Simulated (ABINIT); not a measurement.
# BeS: geometry relaxation (part 2 of 2)

Continued. System: BeS (F-43m, 2 atoms in the cell). Method: Kohn-Sham DFT of a periodic cell, LDA, PseudoDojo NC SR LDA v0.4.1 standard, no spin polarisation (ABINIT 10.8.3); cutoff 1197.3 eV, 7×7×7 k-mesh, fermi-dirac of 0.05 eV. The structure derives from an entry of the Crystallography Open Database.

Geometry of the input (Å; fractional positions):
```
0.0000  2.4250  2.4250
2.4250  0.0000  2.4250
2.4250  2.4250  0.0000
S  0.7500  0.7500  0.7500
Be 0.0000  0.0000  0.0000
```

### What the program printed, continued
```
 Cartesian coordinates (xcart) [bohr]
  6.85136462227466E+00  6.85136462227466E+00  6.85136462227466E+00
  0.00000000000000E+00  0.00000000000000E+00  0.00000000000000E+00
 Reduced coordinates (xred)
  7.50000000000000E-01  7.50000000000000E-01  7.50000000000000E-01
  0.00000000000000E+00  0.00000000000000E+00  0.00000000000000E+00
 Cartesian forces (fcart) [Ha/bohr]; max,rms= 0.00000E+00 0.00000E+00 (free atoms)
 -0.00000000000000E+00 -0.00000000000000E+00 -0.00000000000000E+00
 -0.00000000000000E+00 -0.00000000000000E+00 -0.00000000000000E+00
 Gradient of E wrt nuclear positions in reduced coordinates (gred)
  0.00000000000000E+00  0.00000000000000E+00  0.00000000000000E+00
  0.00000000000000E+00  0.00000000000000E+00  0.00000000000000E+00
 Scale of Primitive Cell (acell) [bohr]
  6.45952851305603E+00  6.45952851305603E+00  6.45952851305603E+00
 Real space primitive translations (rprimd) [bohr]
  0.00000000000000E+00  4.56757641484977E+00  4.56757641484977E+00
  4.56757641484977E+00  0.00000000000000E+00  4.56757641484977E+00
  4.56757641484977E+00  4.56757641484977E+00  0.00000000000000E+00
 Unitary Cell Volume (ucvol) [Bohr^3]=  1.90584449029141E+02
 Angles (23,13,12)= [degrees]
  6.00000000000000E+01  6.00000000000000E+01  6.00000000000000E+01
 Lengths [Bohr]
  6.45952851305603E+00  6.45952851305603E+00  6.45952851305603E+00
 Stress tensor in cartesian coordinates (strten) [Ha/bohr^3]
  7.85360228892423E-05  0.00000000000000E+00  0.00000000000000E+00
  0.00000000000000E+00  7.85360228892419E-05  0.00000000000000E+00
  0.00000000000000E+00  0.00000000000000E+00  7.85360228892427E-05
 Total energy (etotal) [Ha]= -2.49709684394724E+01

 Difference of energy with previous step (new-old):
           Absolute (Ha)=-1.77158E-04
           Relative     =-7.09457E-06

--- Iteration: ( 3/50) Internal Cycle: (1/1)
--------------------------------------------------------------------------------

---SELF-CONSISTENT-FIELD CONVERGENCE--------------------------------------------

--- !BeginCycle
iteration_state: {dtset: 1, itime: 3, icycle: 1, }
solver: {iscf: 7, nstep: 80, nline: 4, wfoptalg: 0, }
tolerances: {tolvrs: 1.00E-12, }
...

     iter   Etot(hartree)      deltaE(h)  residm     vres2
 ETOT  1  -24.970589366380    -2.497E+01 2.034E-05 1.105E+01
 ETOT  2  -24.971123894642    -5.345E-04 3.505E-06 4.584E-01
 ETOT  3  -24.971144180616    -2.029E-05 1.837E-06 3.421E-02
 ETOT  4  -24.971146491666    -2.311E-06 3.198E-07 1.294E-03
 ETOT  5  -24.971146554641    -6.297E-08 3.099E-08 7.790E-06
 ETOT  6  -24.971146554819    -1.785E-10 4.261E-09 1.562E-07
 ETOT  7  -24.971146554822    -3.151E-12 7.255E-10 1.319E-09
 ETOT  8  -24.971146554822    -2.203E-13 1.385E-10 3.047E-12
 ETOT  9  -24.971146554822     3.375E-13 2.394E-11 5.230E-15

 At SCF step    9       vres2   =  5.23E-15 < tolvrs=  1.00E-12 =>converged.

 Cartesian components of stress tensor (hartree/bohr^3)
  sigma(1 1)= -2.91562384E-06  sigma(3 2)=  0.00000000E+00
  sigma(2 2)= -2.91562384E-06  sigma(3 1)=  0.00000000E+00
  sigma(3 3)= -2.91562384E-06  sigma(2 1)=  0.00000000E+00

--- !ResultsGS
iteration_state: {dtset: 1, itime: 3, icycle: 1, }
comment   : Summary of ground state results
lattice_vectors:
- [  0.0000000,   4.5304157,   4.5304157, ]
- [  4.5304157,   0.0000000,   4.5304157, ]
- [  4.5304157,   4.5304157,   0.0000000, ]
lattice_lengths: [   6.40698,    6.40698,    6.40698, ]
lattice_angles: [ 60.000,  60.000,  60.000, ] # degrees, (23, 13, 12)
lattice_volume:   1.8597054E+02
convergence: {deltae:  3.375E-13, res2:  5.230E-15, residm:  2.394E-11, diffor: null, }
etotal    :  -2.49711466E+01
entropy   :   0.00000000E+00
fermie    :   2.03463201E-01
cartesian_stress_tensor: # hartree/bohr^3
- [ -2.91562384E-06,   0.00000000E+00,   0.00000000E+00, ]
- [  0.00000000E+00,  -2.91562384E-06,   0.00000000E+00, ]
- [  0.00000000E+00,   0.00000000E+00,  -2.91562384E-06, ]
pressure_GPa:   8.5781E-02
xred      :
- [  7.5000E-01,   7.5000E-01,   7.5000E-01,  S]
- [  0.0000E+00,   0.0000E+00,   0.0000E+00, Be]
cartesian_forces: # hartree/bohr
- [ -0.00000000E+00,  -0.00000000E+00,  -0.00000000E+00, ]
- [ -0.00000000E+00,  -0.00000000E+00,  -0.00000000E+00, ]
force_length_stats: {min:   0.00000000E+00, max:   0.00000000E+00, mean:   0.00000000E+00, }
...

 Integrated electronic density in atomic spheres:
 ------------------------------------------------
 Atom  Sphere_radius  Integrated_density
    1        2.00000          4.03425662
    2        2.00000          3.24645559

---OUTPUT-----------------------------------------------------------------------

 Cartesian coordinates (xcart) [bohr]
  6.79562353455338E+00  6.79562353455338E+00  6.79562353455338E+00
  0.00000000000000E+00  0.00000000000000E+00  0.00000000000000E+00
 Reduced coordinates (xred)
  7.50000000000000E-01  7.50000000000000E-01  7.50000000000000E-01
  0.00000000000000E+00  0.00000000000000E+00  0.00000000000000E+00
 Cartesian forces (fcart) [Ha/bohr]; max,rms= 0.00000E+00 0.00000E+00 (free atoms)
 -0.00000000000000E+00 -0.00000000000000E+00 -0.00000000000000E+00
 -0.00000000000000E+00 -0.00000000000000E+00 -0.00000000000000E+00
 Gradient of E wrt nuclear positions in reduced coordinates (gred)
  0.00000000000000E+00  0.00000000000000E+00  0.00000000000000E+00
  0.00000000000000E+00  0.00000000000000E+00  0.00000000000000E+00
 Scale of Primitive Cell (acell) [bohr]
  6.40697531156478E+00  6.40697531156478E+00  6.40697531156478E+00
 Real space primitive translations (rprimd) [bohr]
  0.00000000000000E+00  4.53041568970225E+00  4.53041568970225E+00
  4.53041568970225E+00  0.00000000000000E+00  4.53041568970225E+00
  4.53041568970225E+00  4.53041568970225E+00  0.00000000000000E+00
 Unitary Cell Volume (ucvol) [Bohr^3]=  1.85970540657657E+02
 Angles (23,13,12)= [degrees]
  6.00000000000000E+01  6.00000000000000E+01  6.00000000000000E+01
 Lengths [Bohr]
  6.40697531156478E+00  6.40697531156478E+00  6.40697531156478E+00
 Stress tensor in cartesian coordinates (strten) [Ha/bohr^3]
 -2.91562384088567E-06  0.00000000000000E+00  0.00000000000000E+00
  0.00000000000000E+00 -2.91562384088567E-06  0.00000000000000E+00
  0.00000000000000E+00  0.00000000000000E+00 -2.91562384088480E-06
 Total energy (etotal) [Ha]= -2.49711465548221E+01

 Difference of energy with previous step (new-old):
           Absolute (Ha)=-1.78115E-04
           Relative     =-7.13287E-06

--- Iteration: ( 4/50) Internal Cycle: (1/1)
--------------------------------------------------------------------------------

---SELF-CONSISTENT-FIELD CONVERGENCE--------------------------------------------

--- !BeginCycle
iteration_state: {dtset: 1, itime: 4, icycle: 1, }
solver: {iscf: 7, nstep: 80, nline: 4, wfoptalg: 0, }
tolerances: {tolvrs: 1.00E-12, }
...

     iter   Etot(hartree)      deltaE(h)  residm     vres2
 ETOT  1  -24.971146089776    -2.497E+01 5.222E-09 1.384E-02
 ETOT  2  -24.971146754240    -6.645E-07 4.459E-09 5.593E-04
 ETOT  3  -24.971146778514    -2.427E-08 2.158E-09 3.999E-05
 ETOT  4  -24.971146781181    -2.667E-09 4.255E-10 1.652E-06
 ETOT  5  -24.971146781265    -8.392E-11 3.973E-11 9.477E-09
 ETOT  6  -24.971146781265    -6.466E-13 5.955E-12 1.966E-10
 ETOT  7  -24.971146781265     9.592E-14 9.038E-13 1.663E-12
 ETOT  8  -24.971146781265    -2.309E-13 1.836E-13 3.899E-15

 At SCF step    8       vres2   =  3.90E-15 < tolvrs=  1.00E-12 =>converged.

 Cartesian components of stress tensor (hartree/bohr^3)
  sigma(1 1)=  8.25178921E-08  sigma(3 2)=  0.00000000E+00
  sigma(2 2)=  8.25178921E-08  sigma(3 1)=  0.00000000E+00
  sigma(3 3)=  8.25178921E-08  sigma(2 1)=  0.00000000E+00

--- !ResultsGS
iteration_state: {dtset: 1, itime: 4, icycle: 1, }
comment   : Summary of ground state results
lattice_vectors:
- [  0.0000000,   4.5317148,   4.5317148, ]
- [  4.5317148,   0.0000000,   4.5317148, ]
- [  4.5317148,   4.5317148,   0.0000000, ]
lattice_lengths: [   6.40881,    6.40881,    6.40881, ]
lattice_angles: [ 60.000,  60.000,  60.000, ] # degrees, (23, 13, 12)
lattice_volume:   1.8613057E+02
convergence: {deltae: -2.309E-13, res2:  3.899E-15, residm:  1.836E-13, diffor: null, }
etotal    :  -2.49711468E+01
entropy   :   0.00000000E+00
fermie    :   2.02905180E-01
cartesian_stress_tensor: # hartree/bohr^3
- [  8.25178921E-08,   0.00000000E+00,   0.00000000E+00, ]
- [  0.00000000E+00,   8.25178921E-08,   0.00000000E+00, ]
- [  0.00000000E+00,   0.00000000E+00,   8.25178921E-08, ]
pressure_GPa:  -2.4278E-03
xred      :
- [  7.5000E-01,   7.5000E-01,   7.5000E-01,  S]
- [  0.0000E+00,   0.0000E+00,   0.0000E+00, Be]
cartesian_forces: # hartree/bohr
- [ -5.80251949E-32,  -5.80251949E-32,   1.74075585E-31, ]
- [  5.80251949E-32,   5.80251949E-32,  -1.74075585E-31, ]
force_length_stats: {min:   1.92447800E-31, max:   1.92447800E-31, mean:   1.92447800E-31, }
...

 Integrated electronic density in atomic spheres:
 ------------------------------------------------
 Atom  Sphere_radius  Integrated_density
    1        2.00000          4.03573759
    2        2.00000          3.24621739

---OUTPUT-----------------------------------------------------------------------

 Cartesian coordinates (xcart) [bohr]
  6.79757221341272E+00  6.79757221341272E+00  6.79757221341272E+00
  0.00000000000000E+00  0.00000000000000E+00  0.00000000000000E+00
 Reduced coordinates (xred)
  7.50000000000000E-01  7.50000000000000E-01  7.50000000000000E-01
  0.00000000000000E+00  0.00000000000000E+00  0.00000000000000E+00
 Cartesian forces (fcart) [Ha/bohr]; max,rms= 1.74076E-31 1.11110E-31 (free atoms)
 -5.80251949118290E-32 -5.80251949118290E-32  1.74075584735487E-31
  5.80251949118290E-32  5.80251949118290E-32 -1.74075584735487E-31
 Gradient of E wrt nuclear positions in reduced coordinates (gred)
 -5.25907270147341E-31 -5.25907270147341E-31  5.25907270147341E-31
  5.25907270147341E-31  5.25907270147341E-31 -5.25907270147341E-31
 Scale of Primitive Cell (acell) [bohr]
  6.40881254361251E+00  6.40881254361251E+00  6.40881254361251E+00
 Real space primitive translations (rprimd) [bohr]
  0.00000000000000E+00  4.53171480894181E+00  4.53171480894181E+00
  4.53171480894181E+00  0.00000000000000E+00  4.53171480894181E+00
  4.53171480894181E+00  4.53171480894181E+00  0.00000000000000E+00
 Unitary Cell Volume (ucvol) [Bohr^3]=  1.86130570471654E+02
 Angles (23,13,12)= [degrees]
  6.00000000000000E+01  6.00000000000000E+01  6.00000000000000E+01
 Lengths [Bohr]
  6.40881254361251E+00  6.40881254361251E+00  6.40881254361251E+00
 Stress tensor in cartesian coordinates (strten) [Ha/bohr^3]
  8.25178920848928E-08  0.00000000000000E+00  0.00000000000000E+00
  0.00000000000000E+00  8.25178920853264E-08  0.00000000000000E+00
  0.00000000000000E+00  0.00000000000000E+00  8.25178920848928E-08
 Total energy (etotal) [Ha]= -2.49711467812653E+01

 Difference of energy with previous step (new-old):
           Absolute (Ha)=-2.26443E-07
           Relative     =-9.06820E-09

 At Broyd/MD step   4, gradients are converged :
  max grad (force/stress) = 8.2518E-06 < tolmxf= 2.0000E-05 ha/bohr (free atoms)

================================================================================

 ----iterations are completed or convergence reached----

 Mean square residual over all n,k,spin=   13.044E-16; max=  18.365E-14
 reduced coordinates (array xred) for    2 atoms
       0.750000000000      0.750000000000      0.750000000000
       0.000000000000      0.000000000000      0.000000000000
 rms dE/dt=  7.4375E-31; max dE/dt=  1.0518E-30; dE/dt below (all hartree)
    1      -0.000000000000     -0.000000000000      0.000000000000
    2       0.000000000000      0.000000000000      0.000000000000

 cartesian coordinates (angstrom) at end:
    1      3.59712030236515     3.59712030236515     3.59712030236515
    2      0.00000000000000     0.00000000000000     0.00000000000000

 cartesian forces (hartree/bohr) at end:
    1     -0.00000000000000    -0.00000000000000     0.00000000000000
    2      0.00000000000000     0.00000000000000    -0.00000000000000
 frms,max,avg= 1.1110979E-31 1.7407558E-31   0.000E+00  0.000E+00  0.000E+00 h/b

 cartesian forces (eV/Angstrom) at end:
    1     -0.00000000000000    -0.00000000000000     0.00000000000000
    2      0.00000000000000     0.00000000000000    -0.00000000000000
 frms,max,avg= 5.7134951E-30 8.9513265E-30   0.000E+00  0.000E+00  0.000E+00 e/A
 length scales=  6.408812543613  6.408812543613  6.408812543613 bohr
              =  3.391397544728  3.391397544728  3.391397544728 angstroms
 Fermi (or HOMO) energy (hartree) =   0.20291   Average Vxc (hartree)=  -0.38223
 Eigenvalues (hartree) for nkpt=  20  k points:
 kpt#   1, nband=  9, wtk=  0.00292, kpt=  0.0000  0.0000  0.0000 (reduced coord)
  -3.42452   -0.36030    0.15027    0.15027    0.15027    0.35280    0.35280    0.35280
   0.36868
      occupation numbers for kpt#   1
   2.00000    2.00000    2.00000    2.00000    2.00000    0.00000    0.00000    0.00000
   0.00000
 prteigrs : prtvol=0 or 1, do not print more k-points.

--- !EnergyTerms
iteration_state     : {dtset: 1, itime: 4, icycle: 1, }
comment             : Components of total free energy in Hartree
kinetic             :  1.25370632237816E+01
hartree             :  3.71628246268428E+00
xc                  : -5.53273574282173E+00
Ewald energy        : -1.52759918755745E+01
psp_core            :  6.11848763879857E-01
local_psp           : -1.42782960342607E+01
non_local_psp       : -6.74931757895414E+00
internal            : -2.49711467812653E+01
'-kT*entropy'       :  5.31751938730978E-16
total_energy        : -2.49711467812653E+01
total_energy_eV     : -6.79499520070096E+02
band_energy         : -7.20007237116264E+00
...

 Cartesian components of stress tensor (hartree/bohr^3)
  sigma(1 1)=  8.25178921E-08  sigma(3 2)=  0.00000000E+00
  sigma(2 2)=  8.25178921E-08  sigma(3 1)=  0.00000000E+00
  sigma(3 3)=  8.25178921E-08  sigma(2 1)=  0.00000000E+00

-Cartesian components of stress tensor (GPa)         [Pressure= -2.4278E-03 GPa]
- sigma(1 1)=  2.42776020E-03  sigma(3 2)=  0.00000000E+00
- sigma(2 2)=  2.42776020E-03  sigma(3 1)=  0.00000000E+00
- sigma(3 3)=  2.42776020E-03  sigma(2 1)=  0.00000000E+00

== END DATASET(S) ==============================================================
================================================================================

 -outvars: echo values of variables after computation  --------
            acell      6.4088125436E+00  6.4088125436E+00  6.4088125436E+00 Bohr
           etotal     -2.4971146781E+01
            fcart     -5.8025194912E-32 -5.8025194912E-32  1.7407558474E-31
                       5.8025194912E-32  5.8025194912E-32 -1.7407558474E-31
            rprim      0.0000000000E+00  7.0710678119E-01  7.0710678119E-01
                       7.0710678119E-01  0.0000000000E+00  7.0710678119E-01
                       7.0710678119E-01  7.0710678119E-01  0.0000000000E+00
           strten      8.2517892085E-08  8.2517892085E-08  8.2517892085E-08
                       0.0000000000E+00  0.0000000000E+00  0.0000000000E+00
           xangst      3.5971203024E+00  3.5971203024E+00  3.5971203024E+00
                       0.0000000000E+00  0.0000000000E+00  0.0000000000E+00
             xred      7.5000000000E-01  7.5000000000E-01  7.5000000000E-01
                       0.0000000000E+00  0.0000000000E+00  0.0000000000E+00
 Calculation completed.
```

### Trajectory as extended XYZ (Å, eV, eV/Å), 4 frames, from step=0 to step=3
```
2
Lattice="0.0000 2.4250 2.4250 2.4250 0.0000 2.4250 2.4250 2.4250 0.0000" Properties=species:S:1:pos:R:3:forces:R:3 step=0 energy=-679.48985
S     3.6375    3.6375    3.6375    0.0000   0.0000   0.0000
Be    0.0000    0.0000    0.0000    0.0000   0.0000   0.0000
2
Lattice="0.0000 2.4171 2.4171 2.4171 0.0000 2.4171 2.4171 2.4171 0.0000" Properties=species:S:1:pos:R:3:forces:R:3 step=1 energy=-679.49467
S     3.6256    3.6256    3.6256    0.0000   0.0000   0.0000
Be    0.0000    0.0000    0.0000    0.0000   0.0000   0.0000
2
Lattice="0.0000 2.3974 2.3974 2.3974 0.0000 2.3974 2.3974 2.3974 0.0000" Properties=species:S:1:pos:R:3:forces:R:3 step=2 energy=-679.49951
S     3.5961    3.5961    3.5961    0.0000   0.0000   0.0000
Be    0.0000    0.0000    0.0000    0.0000   0.0000   0.0000
2
Lattice="0.0000 2.3981 2.3981 2.3981 0.0000 2.3981 2.3981 2.3981 0.0000" Properties=species:S:1:pos:R:3:forces:R:3 step=3 energy=-679.49952
S     3.5971    3.5971    3.5971    0.0000   0.0000   0.0000
Be    0.0000    0.0000    0.0000    0.0000   0.0000   0.0000
```

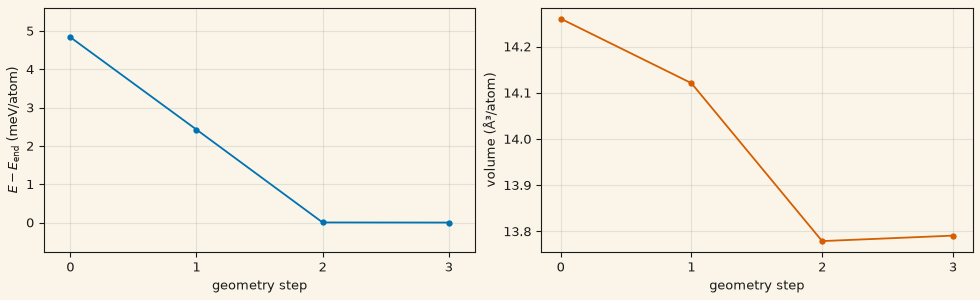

Progress of the relaxation, step by step (steps are counted from 0).

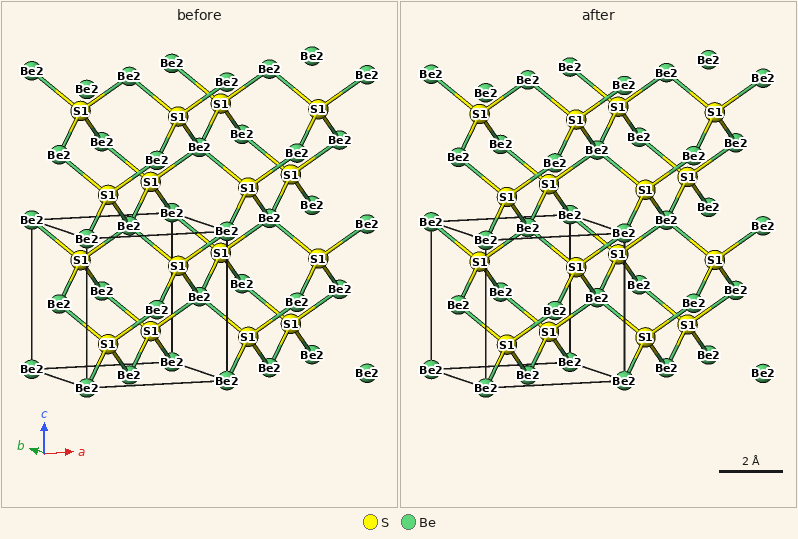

Before (left) and after (right) the relaxation, at one scale (ball-and-stick view of the cell 4 times as large as that of the calculation, set on its symmetry axes, repeated 2 × 1 × 2, seen slightly off an axis). Over 3 geometry steps the energy falls by 4.8 meV per atom. All forces vanish by symmetry, so only the cell relaxes. The atoms keep their places relative to the cell (all moves are under 0.005 Å). Cell: a = b = c 4.850 → 4.796 Å (−1.1 %). Volume −3.3 %. Distances before and after: S1–Be2 2.100 → 2.077 Å. The space group stays F-43m (No. 216). (Atoms are counted from 1 in the order of the input.)

### Key numbers

| quantity | value |
| --- | --- |
| outcome | converged |
| space group (tolerance 0.01 Å) | F-43m (216) |
| electrons treated | 10 |
| free energy | −679.4995 eV |
| Fermi energy | 5.521 eV |
| gap on the k-point mesh | 2.99 eV |
| pressure | 0.00 GPa |
| final volume | 27.58 Å³ |
| largest force (length of the vector) at the end | under 0.001 eV/Å |
| final cell | a = 3.391 Å, b = 3.391 Å, c = 3.391 Å, α = 60.00°, β = 60.00°, γ = 60.00° |
| wall time | 72 s |
| peak memory | 0.09 GiB |
